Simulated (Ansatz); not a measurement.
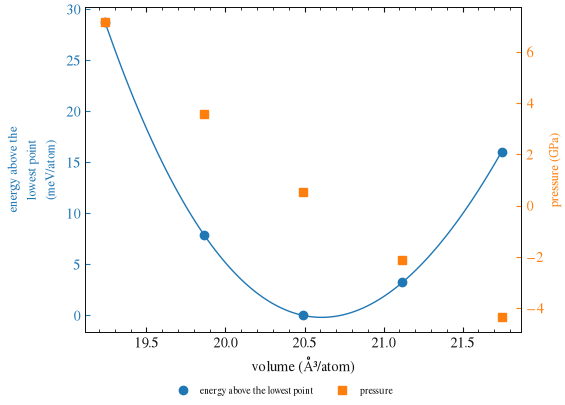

The figure shows the energy above the lowest point and pressure against volume for AlP, space group F-43m (No. 216) (one of a set of cubic test structures, which need not be the stable phase).

Calculation (Ansatz 0.2.0 development build): equation of state of a cubic crystal from periodic Kohn-Sham density functional theory without spin, third-order Birch-Murnaghan fit to the free energies; pressure corrected for the finite basis. Level: HSE06.

structure type zinc blende; atoms in cell 2; space group number 216; lattice centring face-centred primitive; k mesh 4×4×4; occupation method Fermi–Dirac; occupation width 0.05 eV; wave cutoff 900 eV; datasets hand-made PAW; density tolerance 0 eV; bands 12; density cutoff ratio 5; search for lower states default; exchange singularity regularized.

Give the fitted equation-of-state parameters.

Answer. A third-order Birch–Murnaghan fit gives V0 = 20.61 Å³/atom, B0 = 90.5 GPa and B′ = 4.0.

How does the pressure vary with volume?

Answer. It falls from 7.2 GPa at volume 19.24 Å³/atom to −4.4 GPa at 21.75 Å³/atom, and changes sign near 20.62 Å³/atom.

Caveats: modest k-mesh, values are not fully converged in k.

The computed values:

```json
{"volume (Å³/atom)": "19.24", "energy above the lowest point (meV/atom)": "28.7", "pressure (GPa)": "7.2"}
{"volume (Å³/atom)": "19.86", "energy above the lowest point (meV/atom)": "7.9", "pressure (GPa)": "3.6"}
{"volume (Å³/atom)": "20.49", "energy above the lowest point (meV/atom)": "0.0", "pressure (GPa)": "0.5"}
{"volume (Å³/atom)": "21.12", "energy above the lowest point (meV/atom)": "3.2", "pressure (GPa)": "-2.1"}
{"volume (Å³/atom)": "21.75", "energy above the lowest point (meV/atom)": "16.0", "pressure (GPa)": "-4.4"}
```
